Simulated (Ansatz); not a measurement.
**Single-point calculation of EuS (part 1 of 3)**

- system: EuS (4 atoms in the cell)
- method: DFT PBEsol+U, non-collinear, scalar-relativistic, plane waves, PAW, Ueff = 1 eV on Eu atom 1 f; Ueff = 1 eV on Eu atom 3 f (Ansatz 0.2.0)

The structure was built on a prototype by a generator; it need not be a known phase. It belongs to a series of runs on one base structure; here: canted directions held. Figures and captions count atoms from 1; the log counts them from 0 in places.

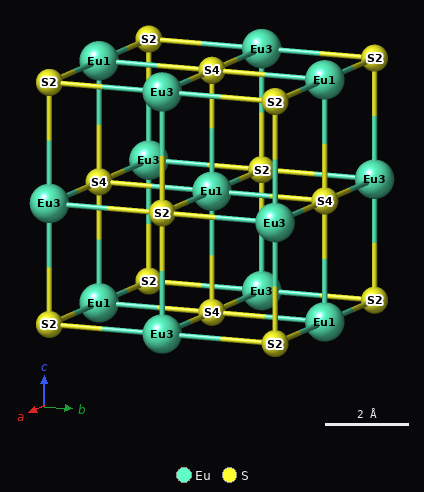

*The input geometry (ball-and-stick view of the cell 2 times as large as that of the calculation, set on its symmetry axes, seen slightly off an axis; atoms are numbered from 1 in the order of the input).*

Near neighbours in the crystal (not all of them lie inside the picture): Eu has 6 S at 2.98 Å; S has 6 Eu at 2.98 Å.

Results in brief

```csv
quantity,value
outcome,converged
space group (tolerance 0.01 Å),Fm-3m (225)
electrons treated,46
free energy,−19107.2362 eV
Fermi energy,9.930 eV
gap on the k-point mesh,none (metallic)
net moment of the cell,3.62 μB
integrated absolute moment,13.96 μB
pressure,−4.55 GPa
largest force (length of the vector),under 0.001 eV/Å
hardware,"4 threads of Arm Neoverse V2, 24 GiB of memory available, shared host"
wall time,92 s (CPU time 6 min)
peak memory,1.3 GiB
```

Notes

Notes on the run: the SCF threshold is looser than advised for the printed stress. DFT+U on an f shell has many self-consistent states, and spin–orbit coupling is left out here.

Input
```yaml
crystal:
  lattice:
    - [0.0, 2.97850187, 2.97850187]
    - [5.95700374, 2.97850187, 2.97850187]
    - [5.95700374, 5.95700374, 0.0]
  atoms:
    - { symbol: Eu, position: [0.5, 0.5, 0.0], spin: 7.0, spin_axis: [0.0, 0.0, 1.0] }
    - { symbol: S, position: [0.0, 0.0, 0.0] }
    - { symbol: Eu, position: [0.5, 0.5, 0.5], spin: 7.0, spin_axis: [0.5, 0.0, -0.866025] }
    - { symbol: S, position: [0.0, 0.0, 0.5] }
basis:
  ecutwfc: 420
  ecutrho_ratio: 4
kpoints:
  mp_grid: { grid: [6, 6, 6] }
hamiltonian:
  xc: pbesol
  hubbard:
    sites:
      - { site: 0, l: f, u_eff: 1.0, starting_ns: [{ occupation_matrix: s0 }] }
      - { site: 2, l: f, u_eff: 1.0, starting_ns: [{ occupation_matrix: s2 }] }
    occupation_matrices:
      s0:
        spinor_matrix:
          - [[0.97, 0.0], [0.0, 0.0], [0.0, 0.0], [0.0, 0.0], [0.0, 0.0], [0.0, 0.0], [0.0, 0.0], [0.0, 0.0], [0.0, 0.0], [0.0, 0.0], [0.0, 0.0], [0.0, 0.0], [0.0, 0.0], [0.0, 0.0]]
          - [[0.0, 0.0], [0.97, 0.0], [0.0, 0.0], [0.0, 0.0], [0.0, 0.0], [0.0, 0.0], [0.0, 0.0], [0.0, 0.0], [0.0, 0.0], [0.0, 0.0], [0.0, 0.0], [0.0, 0.0], [0.0, 0.0], [0.0, 0.0]]
          - [[0.0, 0.0], [0.0, 0.0], [0.97, 0.0], [0.0, 0.0], [0.0, 0.0], [0.0, 0.0], [0.0, 0.0], [0.0, 0.0], [0.0, 0.0], [0.0, 0.0], [0.0, 0.0], [0.0, 0.0], [0.0, 0.0], [0.0, 0.0]]
          - [[0.0, 0.0], [0.0, 0.0], [0.0, 0.0], [0.97, 0.0], [0.0, 0.0], [0.0, 0.0], [0.0, 0.0], [0.0, 0.0], [0.0, 0.0], [0.0, 0.0], [0.0, 0.0], [0.0, 0.0], [0.0, 0.0], [0.0, 0.0]]
          - [[0.0, 0.0], [0.0, 0.0], [0.0, 0.0], [0.0, 0.0], [0.97, 0.0], [0.0, 0.0], [0.0, 0.0], [0.0, 0.0], [0.0, 0.0], [0.0, 0.0], [0.0, 0.0], [0.0, 0.0], [0.0, 0.0], [0.0, 0.0]]
          - [[0.0, 0.0], [0.0, 0.0], [0.0, 0.0], [0.0, 0.0], [0.0, 0.0], [0.97, 0.0], [0.0, 0.0], [0.0, 0.0], [0.0, 0.0], [0.0, 0.0], [0.0, 0.0], [0.0, 0.0], [0.0, 0.0], [0.0, 0.0]]
          - [[0.0, 0.0], [0.0, 0.0], [0.0, 0.0], [0.0, 0.0], [0.0, 0.0], [0.0, 0.0], [0.97, 0.0], [0.0, 0.0], [0.0, 0.0], [0.0, 0.0], [0.0, 0.0], [0.0, 0.0], [0.0, 0.0], [0.0, 0.0]]
          - [[0.0, 0.0], [0.0, 0.0], [0.0, 0.0], [0.0, 0.0], [0.0, 0.0], [0.0, 0.0], [0.0, 0.0], [0.02, 0.0], [0.0, 0.0], [0.0, 0.0], [0.0, 0.0], [0.0, 0.0], [0.0, 0.0], [0.0, 0.0]]
          - [[0.0, 0.0], [0.0, 0.0], [0.0, 0.0], [0.0, 0.0], [0.0, 0.0], [0.0, 0.0], [0.0, 0.0], [0.0, 0.0], [0.02, 0.0], [0.0, 0.0], [0.0, 0.0], [0.0, 0.0], [0.0, 0.0], [0.0, 0.0]]
          - [[0.0, 0.0], [0.0, 0.0], [0.0, 0.0], [0.0, 0.0], [0.0, 0.0], [0.0, 0.0], [0.0, 0.0], [0.0, 0.0], [0.0, 0.0], [0.02, 0.0], [0.0, 0.0], [0.0, 0.0], [0.0, 0.0], [0.0, 0.0]]
          - [[0.0, 0.0], [0.0, 0.0], [0.0, 0.0], [0.0, 0.0], [0.0, 0.0], [0.0, 0.0], [0.0, 0.0], [0.0, 0.0], [0.0, 0.0], [0.0, 0.0], [0.02, 0.0], [0.0, 0.0], [0.0, 0.0], [0.0, 0.0]]
          - [[0.0, 0.0], [0.0, 0.0], [0.0, 0.0], [0.0, 0.0], [0.0, 0.0], [0.0, 0.0], [0.0, 0.0], [0.0, 0.0], [0.0, 0.0], [0.0, 0.0], [0.0, 0.0], [0.02, 0.0], [0.0, 0.0], [0.0, 0.0]]
          - [[0.0, 0.0], [0.0, 0.0], [0.0, 0.0], [0.0, 0.0], [0.0, 0.0], [0.0, 0.0], [0.0, 0.0], [0.0, 0.0], [0.0, 0.0], [0.0, 0.0], [0.0, 0.0], [0.0, 0.0], [0.02, 0.0], [0.0, 0.0]]
          - [[0.0, 0.0], [0.0, 0.0], [0.0, 0.0], [0.0, 0.0], [0.0, 0.0], [0.0, 0.0], [0.0, 0.0], [0.0, 0.0], [0.0, 0.0], [0.0, 0.0], [0.0, 0.0], [0.0, 0.0], [0.0, 0.0], [0.02, 0.0]]
      s2:
        spinor_matrix:
          - [[0.08364, 0.0], [0.0, 0.0], [0.0, 0.0], [0.0, 0.0], [0.0, 0.0], [0.0, 0.0], [0.0, 0.0], [0.2375, 0.0], [0.0, 0.0], [0.0, 0.0], [0.0, 0.0], [0.0, 0.0], [0.0, 0.0], [0.0, 0.0]]
          - [[0.0, 0.0], [0.08364, 0.0], [0.0, 0.0], [0.0, 0.0], [0.0, 0.0], [0.0, 0.0], [0.0, 0.0], [0.0, 0.0], [0.2375, 0.0], [0.0, 0.0], [0.0, 0.0], [0.0, 0.0], [0.0, 0.0], [0.0, 0.0]]
          - [[0.0, 0.0], [0.0, 0.0], [0.08364, 0.0], [0.0, 0.0], [0.0, 0.0], [0.0, 0.0], [0.0, 0.0], [0.0, 0.0], [0.0, 0.0], [0.2375, 0.0], [0.0, 0.0], [0.0, 0.0], [0.0, 0.0], [0.0, 0.0]]
          - [[0.0, 0.0], [0.0, 0.0], [0.0, 0.0], [0.08364, 0.0], [0.0, 0.0], [0.0, 0.0], [0.0, 0.0], [0.0, 0.0], [0.0, 0.0], [0.0, 0.0], [0.2375, 0.0], [0.0, 0.0], [0.0, 0.0], [0.0, 0.0]]
          - [[0.0, 0.0], [0.0, 0.0], [0.0, 0.0], [0.0, 0.0], [0.08364, 0.0], [0.0, 0.0], [0.0, 0.0], [0.0, 0.0], [0.0, 0.0], [0.0, 0.0], [0.0, 0.0], [0.2375, 0.0], [0.0, 0.0], [0.0, 0.0]]
          - [[0.0, 0.0], [0.0, 0.0], [0.0, 0.0], [0.0, 0.0], [0.0, 0.0], [0.08364, 0.0], [0.0, 0.0], [0.0, 0.0], [0.0, 0.0], [0.0, 0.0], [0.0, 0.0], [0.0, 0.0], [0.2375, 0.0], [0.0, 0.0]]
          - [[0.0, 0.0], [0.0, 0.0], [0.0, 0.0], [0.0, 0.0], [0.0, 0.0], [0.0, 0.0], [0.08364, 0.0], [0.0, 0.0], [0.0, 0.0], [0.0, 0.0], [0.0, 0.0], [0.0, 0.0], [0.0, 0.0], [0.2375, 0.0]]
          - [[0.2375, 0.0], [0.0, 0.0], [0.0, 0.0], [0.0, 0.0], [0.0, 0.0], [0.0, 0.0], [0.0, 0.0], [0.90636, 0.0], [0.0, 0.0], [0.0, 0.0], [0.0, 0.0], [0.0, 0.0], [0.0, 0.0], [0.0, 0.0]]
          - [[0.0, 0.0], [0.2375, 0.0], [0.0, 0.0], [0.0, 0.0], [0.0, 0.0], [0.0, 0.0], [0.0, 0.0], [0.0, 0.0], [0.90636, 0.0], [0.0, 0.0], [0.0, 0.0], [0.0, 0.0], [0.0, 0.0], [0.0, 0.0]]
          - [[0.0, 0.0], [0.0, 0.0], [0.2375, 0.0], [0.0, 0.0], [0.0, 0.0], [0.0, 0.0], [0.0, 0.0], [0.0, 0.0], [0.0, 0.0], [0.90636, 0.0], [0.0, 0.0], [0.0, 0.0], [0.0, 0.0], [0.0, 0.0]]
          - [[0.0, 0.0], [0.0, 0.0], [0.0, 0.0], [0.2375, 0.0], [0.0, 0.0], [0.0, 0.0], [0.0, 0.0], [0.0, 0.0], [0.0, 0.0], [0.0, 0.0], [0.90636, 0.0], [0.0, 0.0], [0.0, 0.0], [0.0, 0.0]]
          - [[0.0, 0.0], [0.0, 0.0], [0.0, 0.0], [0.0, 0.0], [0.2375, 0.0], [0.0, 0.0], [0.0, 0.0], [0.0, 0.0], [0.0, 0.0], [0.0, 0.0], [0.0, 0.0], [0.90636, 0.0], [0.0, 0.0], [0.0, 0.0]]
          - [[0.0, 0.0], [0.0, 0.0], [0.0, 0.0], [0.0, 0.0], [0.0, 0.0], [0.2375, 0.0], [0.0, 0.0], [0.0, 0.0], [0.0, 0.0], [0.0, 0.0], [0.0, 0.0], [0.0, 0.0], [0.90636, 0.0], [0.0, 0.0]]
          - [[0.0, 0.0], [0.0, 0.0], [0.0, 0.0], [0.0, 0.0], [0.0, 0.0], [0.0, 0.0], [0.2375, 0.0], [0.0, 0.0], [0.0, 0.0], [0.0, 0.0], [0.0, 0.0], [0.0, 0.0], [0.0, 0.0], [0.90636, 0.0]]
    ns_hold: { iters: 8 }
scf:
  occupations: { method: gaussian, width: 0.05 }
  lower_state_search: "off"
  max_iter: 150
output:
  forces: true
  stress: true
  eigenvalues: true
  populations: true
  hubbard: { sites: [{ site: 0, l: f }, { site: 2, l: f }] }
  write_density: true
  write_potential: true
  elf: true
  volumetric_format: npy
magnetization:
  noncollinear: true
  spin_orbit: false
  spin_locking: { lock_directions: true }
```

Launch command:
```bash
ansatz run input.yaml --threads 4 --pin off --max-ram 6144MiB --backend cpu --events-out ev --progress --plain --runs-dir out
```

The program's output
```
Warning: output.stress: scf.convergence.dr2_threshold = 1e-7 eV (the SCF's general default) is looser than the 4e-10 eV advised for a printed stress (1e-10 eV for each atom of the cell: 4). What an SCF threshold leaves in a stress goes as its square root, and in the free energy as the threshold itself, and one threshold admits the most on a small cell: of the crystals measured, under no hybrid functional and no lock of the moments, on runs that ended without the residual-converged pass, on stresses that held no estimate of that error, the worst erred by over 100 MPa in a component at 1e-7 eV an atom and by under 5 at 1e-10. Set scf.convergence.dr2_threshold to 4e-10 eV or tighter. The threshold is an SCF's pass mark: one that does not reach it within its budget of iterations ends unconverged, or closes short of it on a stop that the run arms, and scf.convergence.dr2_threshold's page says what that costs each kind of run
Warning: output.stress: the lock of the moments that magnetization.spin_locking holds to the close lets an SCF meet its threshold on dr2 anywhere within the lock's freeze window, and the stress can move with the moments there: no threshold on dr2 bounds that. The window is the square root of the freeze energy over magnetization.spin_locking.lambda. Set magnetization.spin_locking.freeze_energy_tol to 1e-7 of magnetization.spin_locking.lambda or tighter (1e-7 eV at magnetization.spin_locking.lambda's default), and hold the SCF's own gates tight with it: the threshold on dr2 and, on a non-collinear run, whose gate on the magnetisation can be let go, scf.convergence.magnetization_residual_energy_tol, under 2e-7 eV over the cell's volume in cubic angstroms (a run under these bars is not thereby shown to hold its stress)
basis.fft_grid_basis auto: the FFT boxes are laid along the combinations [[1, 0, 0], [-1, 1, 0], [0, -1, 1]] of the cell's own vectors, 4.212, 5.957 and 4.212 Å long. The dense box has 30×40×30 points. Along the cell's own vectors, as sized, it would have 30×50×60, 2.50 times as many. basis.fft_grid_basis: typed keeps the cell's own vectors: state it where this run's energies or levels are differenced outside the engine with another run's, or held beside a run that keeps those vectors. Those combinations have planes normal to reciprocal vector 3, as the cell's own vectors have. Each planar average written beside output.write_density, output.write_potential has a row for each plane of the box: 30. The volumetric files lie along those combinations, not along the cell's own vectors: a cube or XSF file states them, and fields.json those of NumPy files.
Eu: projections on atomic orbitals take those of the free atom [Kr 4d10] 4f7 5s2 5p6 5d0 6s2, of charge +0.00 (hamiltonian.pseudopotentials.projection_atoms); the dataset's partial waves leave at most 1.0e-3 of an orbital's norm unspanned inside its sphere
S: projections on atomic orbitals take those of the free atom [Ne] 3s2 3p4, of charge +0.00 (hamiltonian.pseudopotentials.projection_atoms); the dataset's partial waves leave at most 1.6e-7 of an orbital's norm unspanned inside its sphere
band count auto-derived: 72, from the close of a first SCF at 56 (N_el = 46.0; filled up to band 46; 56 by the electrons, moments and atoms)
Engine: ansatz 0.2.0, aarch64-unknown-linux-gnu
Pseudopotentials: kind: paw
Pseudopotential: Eu, paw, valence charge 17, recommended cutoff 420 eV (normal), Eu.paw.azcp
Pseudopotential: S, paw, valence charge 6, recommended cutoff 420 eV (normal), S.paw.azcp
Functional definition: PBEsol
  exchange = pbesol_x
  correlation = pbesol_c
Crystal: 4 atoms, lattice volume = 105.695 Å³
Basis set: ecut = 420 eV, 2071 PW (Γ), FFT grids on a1, −a1+a2, −a2+a3, exchange–correlation on 60×80×60 points (8 copies of the dense FFT grid, shifted against one another)
Bands: 56, of which v1, the nominal top of the filled ones, is band 46 counted from 1 (45 counted from 0)
Symmetry: 2 space group operations + 2 with time reversal
Magnetic group: BNS 12.62 (UNI 69), of the structure as read, at distance tolerance 4.7e-5 Å
k-points: 68 of 216 (time reversal used)
Non-local potential: Eu, projectors of the file, l = 0: 3, l = 1: 2, l = 2: 2, l = 3: 3
Non-local potential: S, projectors of the file, l = 0: 2, l = 1: 2, l = 2: 2
PAW form: soft (Blöchl's): semilocal exchange-correlation on the pseudo side does not see the compensation charge
PAW frozen core: Eu, regenerated for the run's functional, and the local potential with it (the file was generated under x = pbe(κ = 0.804, μ = 0.2195149727645171), c = pbe(β = 0.06672455060314922))
PAW frozen core: S, regenerated for the run's functional, and the local potential with it (the file was generated under x = pbe(κ = 0.804, μ = 0.2195149727645171), c = pbe(β = 0.06672455060314922))
PAW one-centre angular grid: Eu, 590 points (default); XC on 64 Gauss nodes
PAW one-centre angular grid: S, 110 points (default); XC on 64 Gauss nodes
Initial density: superposition of atomic densities (chi_scale 0.1, normalization cell)
Starting moments: Σ|m| = 14 μB on 2 of 4 sites
Initial wavefunctions: pseudopotential atomic-orbital guess
Functional: x = pbesol(κ = 0.804, μ = 0.12345679012345678), c = pbesol(β = 0.046)
```
